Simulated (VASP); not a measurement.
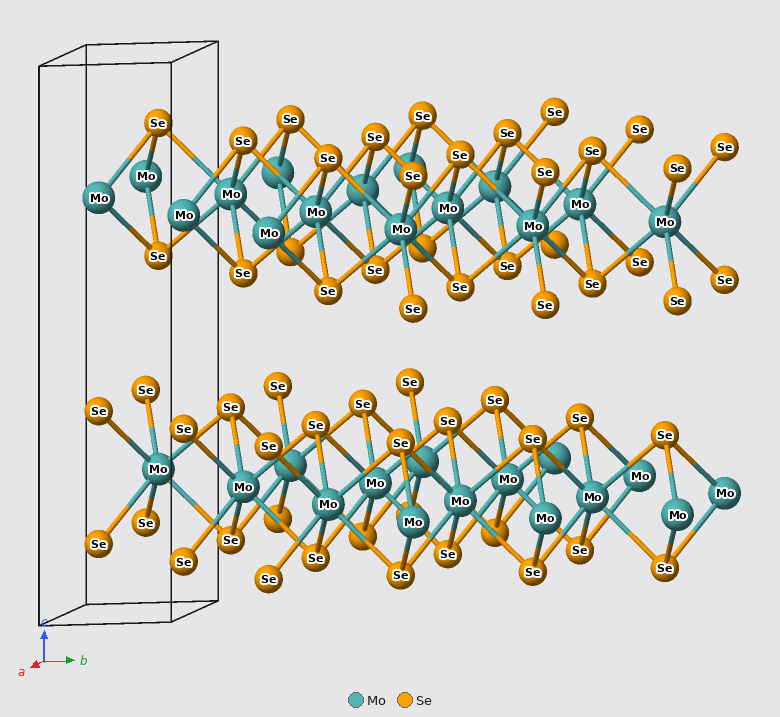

The compound is MoSe₂ (space group P6_3/mmc, No. 194), taken as coordinates from a relaxation with VASP, VASP Kohn-Sham DFT of a periodic cell, PBE, VASP PAW PBE potentials, gw, light.

Bonds are taken as Mo–Se below 2.9 Å. Simplification: prune 0- and 1-connected atoms, fold 2-connected ones into links.

> What kind of net remains, and which atoms are its nodes?

A binodal (3,6)-connected, two-periodic (layers) net: Se is a 3-connected node; Mo is a 6-connected node, in the ratio 2:1.

> Which named net is it?

It is the net of the trigonal-prismatic layers of 2H-MoS2.

> How do the layers lie?

The layers lie parallel to (001).

> How many nodes does the smallest cycle have?

Four.

The simplified net, drawn on the atoms' positions. Nodes are coloured by element. One layer is drawn. Edges to nodes outside the piece are drawn as stubs.

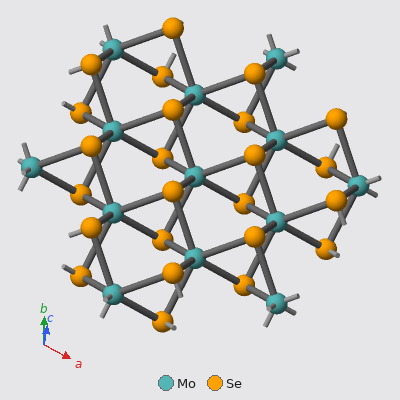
